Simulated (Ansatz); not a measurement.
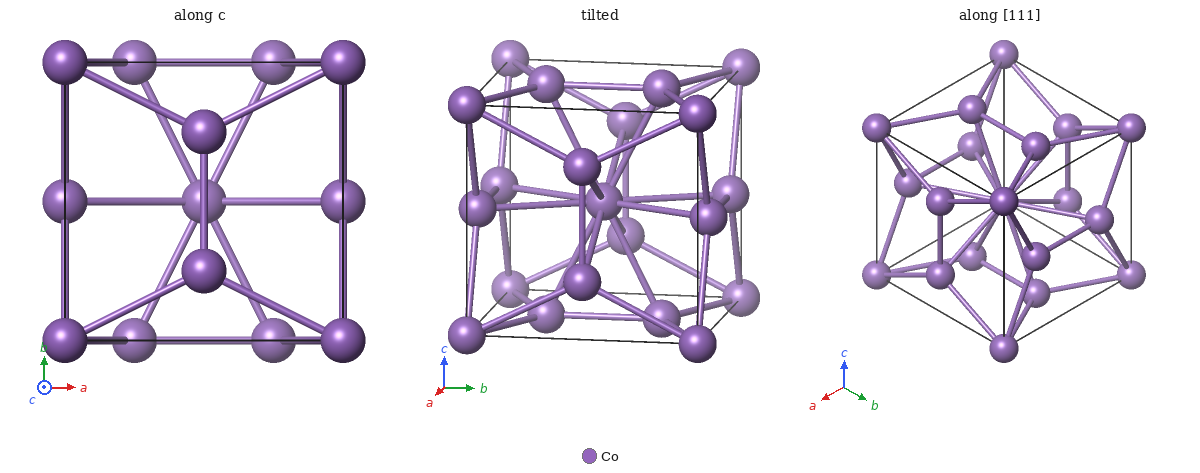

A ball-and-stick picture of a crystal structure, seen along the c axis, slightly off an axis and along [111]. The frame is the conventional unit cell; atoms at its boundary are shown with their periodic copies.

Bonding distances used: Co–Co up to 2.50 Å (cut-off distances).

**What is the cell content?**

8 (cobalt), counting shared atoms by their share.

**Give the crystal system and centring.**

Primitive cubic.

**Determine the space group.**

Pm-3n (No. 223), with Co on 2a and Co on 6c.

**Name the structure type.**

Β-tungsten (A15) type.

The model was built from a textbook structure type filled with this element (whether it is the usual form wasn't checked). The final geometry of a relaxation with DFT PBE, scalar-relativistic, plane waves, PAW in Ansatz 0.2.0 is shown.
